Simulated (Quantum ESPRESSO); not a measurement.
**A series of single points on PbS**

System: PbS (Fm-3m, 2 atoms in the cell).
Method: Kohn-Sham DFT of a periodic cell, r2SCAN, SG15 PBE 1.2, no spin polarisation (Quantum ESPRESSO 7.5).

The 7 runs differ only in the geometry, by an even scaling of the cell at fixed fractional positions. The structure derives from an entry of the Crystallography Open Database.

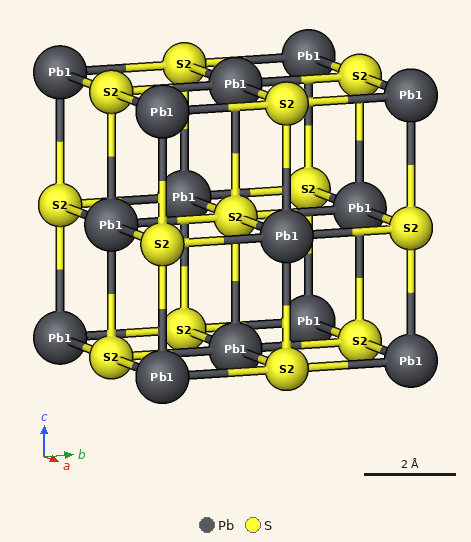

Figure 1. The structure of run 4 (ball-and-stick view of the cell 4 times as large as that of the calculation, set on its symmetry axes, seen slightly off an axis; atoms are numbered from 1 in the order of the input).

### Input of run 4
```
&CONTROL
  calculation = 'scf'
  prefix = 'pwscf'
  outdir = './tmp'
  pseudo_dir = './pseudo'
  tstress = .true.
  disk_io = 'nowf'
/
&SYSTEM
  ibrav = 0
  nat = 2
  ntyp = 2
  ecutwfc = 56
  nbnd = 16
  input_dft = 'r2scan'
  occupations = 'smearing'
  smearing = 'fd'
  degauss = 0.00367493
  nosym = .true.
  nr1 = 40
  nr2 = 40
  nr3 = 40
/
&ELECTRONS
  conv_thr = 1d-08
  electron_maxstep = 120
  mixing_beta = 0.5
/
ATOMIC_SPECIES
Pb   207.2000 Pb_ONCV_PBE-1.2.upf
S     32.0600 S_ONCV_PBE-1.2.upf
CELL_PARAMETERS angstrom
   0.0000000000    2.9657500000    2.9657500000
   2.9657500000    0.0000000000    2.9657500000
   2.9657500000    2.9657500000    0.0000000000
ATOMIC_POSITIONS crystal
Pb     0.0000000000    0.0000000000    0.0000000000
S      0.5000000000    0.5000000000    0.5000000000
K_POINTS automatic
6 6 6 0 0 0
```

Command:
```bash
OMP_NUM_THREADS=1 mpirun -n 4 pw.x -nk 4 -in pw.in > pw.out
```

Lattice vectors (Å) and fractional positions of run 4:
```
   0.000000    2.965750    2.965750
   2.965750    0.000000    2.965750
   2.965750    2.965750    0.000000
Pb  0.000000  0.000000  0.000000
S   0.500000  0.500000  0.500000
```

Run 6 differs from it as follows:
```diff
-   0.0000000000    2.9657500000    2.9657500000
-   2.9657500000    0.0000000000    2.9657500000
-   2.9657500000    2.9657500000    0.0000000000
+   0.0000000000    3.0047775019    3.0047775019
+   3.0047775019    0.0000000000    3.0047775019
+   3.0047775019    3.0047775019    0.0000000000
```

### Results, with one run withheld

| run | volume per atom (Å³) | free energy per atom, from the lowest run given (meV) | pressure (GPa) | gap on the mesh (eV) |
| --- | --- | --- | --- | --- |
| 1 | 24.521 | 20.90 | 4.35 | 0.52 |
| 2 | 25.042 | 9.15 | 2.75 | 0.61 |
| 3 | 25.564 | 2.34 | 1.30 | 0.69 |
| 4 | 26.086 | 0.00 | 0.01 | 0.76 |
| 5 | 26.607 | 1.64 | −1.15 | 0.83 |
| 6 | 27.129 | ? | ? | ? |
| 7 | 27.651 | 15.30 | −3.11 | 0.94 |

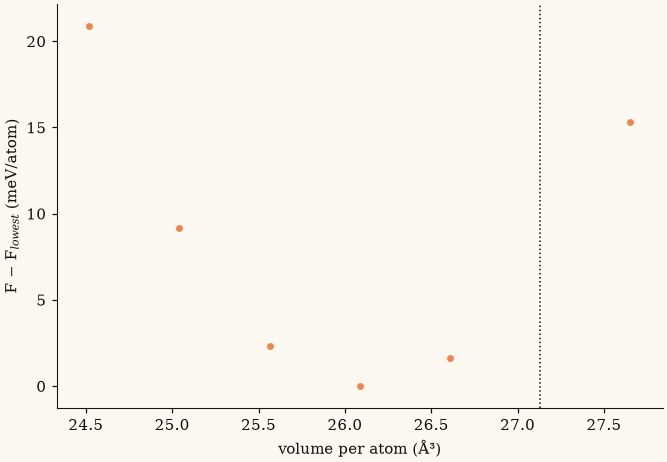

Figure 2. Free energy per atom of the runs given; the dotted line marks run 6.

Fit the runs given and predict run 6.

A cubic polynomial in V^(−2/3) (the Birch–Murnaghan form), fitted to the 6 runs given, misses them by under 0.01 meV per atom. With x = V^(−2/3) − 0.11430 Å⁻², it reads F = 0.42915 + 1236.7 x + 8.6873e+05 x² + 1.8101e+06 x³ (meV per atom). At run 6 it gives 6.86 meV per atom, and the run itself gives 6.87. The slope of the fit gives a pressure −dF/dV of −2.11 GPa there, and the run prints −2.19 GPa. The two needn't agree exactly: the fit is approximate, and the printed stress is taken on a finite basis. The fit has its minimum at 26.122 Å³ per atom, where V d²F/dV² gives 60.8 GPa: the bulk modulus at this level, since symmetry fixes the shape and the positions. The gap on the mesh goes, without turning, from 0.52 eV in run 1 to 0.94 eV in run 7; run 6 has 0.89 eV. These are gaps of this functional on this mesh, which can miss the band edges; they aren't the measured gap.

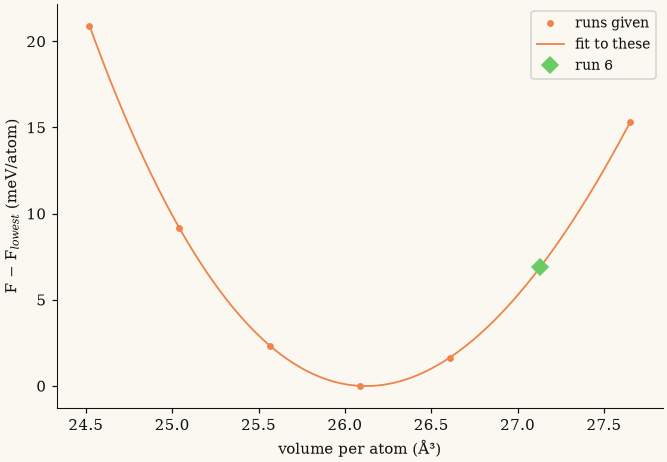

Figure 3. The fit and the withheld run.

### Some lines of the output (run 6)
```
[...]
     number of k points=   112  Fermi-Dirac smearing, width (Ry)=  0.0037
     total energy              =    -132.67630131 Ry
     total energy              =    -132.79284940 Ry
     total energy              =    -132.79699852 Ry
     total energy              =    -132.80391565 Ry
     total energy              =    -132.80405799 Ry
     total energy              =    -132.80406842 Ry
     total energy              =    -132.80407061 Ry
     total energy              =    -132.80407068 Ry
     the Fermi energy is     8.5722 ev
!    total energy              =    -132.80407069 Ry
     The total energy is F=E-TS. E is the sum of the following terms:
     Computing stress (Cartesian axis) and pressure
          total   stress  (Ry/bohr**3)                   (kbar)     P=      -21.87
```

Notes: Further notes kept with the run: potentials made for another functional. Points of doubt noted for this run: potentials made for another functional. Spin–orbit coupling is left out, which matters for Pb.
